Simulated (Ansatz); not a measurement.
Read the following structure.

```cif
data_structure
_symmetry_space_group_name_H-M 'P 63/m m c'
_symmetry_Int_Tables_number 194
_cell_length_a 2.3469
_cell_length_b 2.3469
_cell_length_c 7.6061
_cell_angle_alpha 90.000
_cell_angle_beta 90.000
_cell_angle_gamma 120.000
_cell_volume 36.28
loop_
_atom_site_label
_atom_site_type_symbol
_atom_site_symmetry_multiplicity
_atom_site_Wyckoff_symbol
_atom_site_fract_x
_atom_site_fract_y
_atom_site_fract_z
_atom_site_occupancy
Co1 Co 2 a 0.00000 0.00000 0.00000 1
Co2 Co 2 c 0.33333 0.66667 0.25000 1
```

Characterise the structure given above.

The element is cobalt. Space group P6_3/mmc (No. 194), lattice primitive hexagonal. The arrangement is known as double hexagonal close-packed (α-La type). The cell holds four atoms. The Co atoms are each bonded to twelve Co at 2.33 to 2.35 Å. The bonds build a three-dimensional framework.

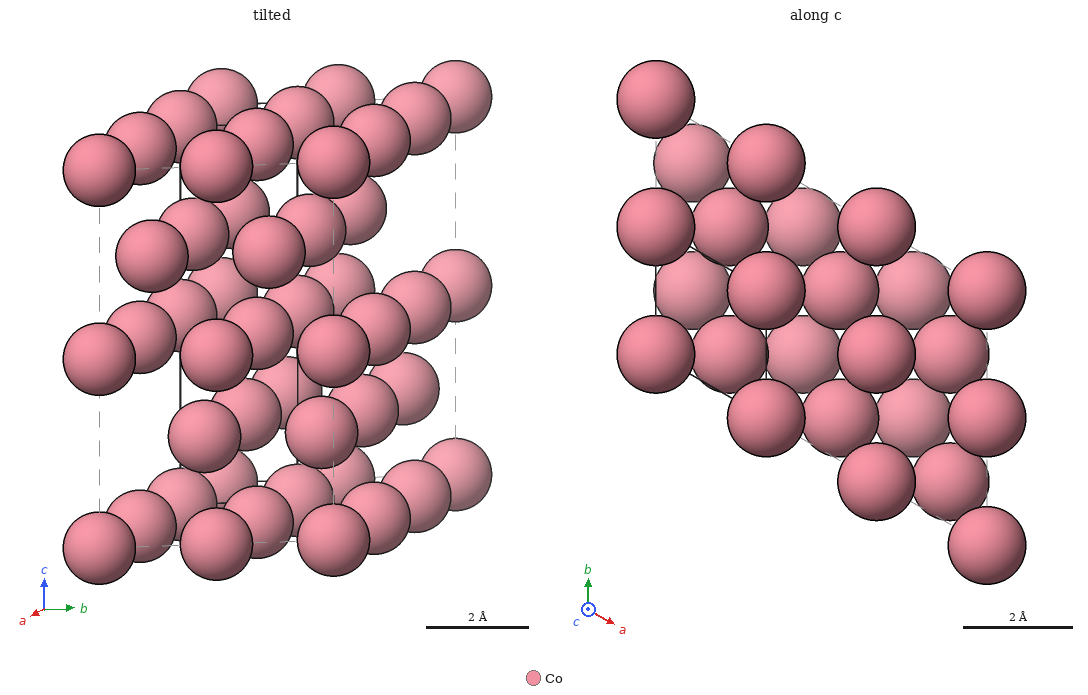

We look at a spheres-only model of the crystal slightly off an axis and along the c axis. The picture spans 3×2×1 cells, one conventional unit cell being drawn with solid lines.

The initial geometry was a structure listed in the Materials Project. It was relaxed with DFT PBE, scalar-relativistic, plane waves, PAW in Ansatz 0.2.0 under a constraint or pressure on the cell, so some stress remains.

At this level of theory the cell isn't at rest (compressed, at 60 GPa), so its distances can differ from those at equilibrium, the more so the softer the solid.
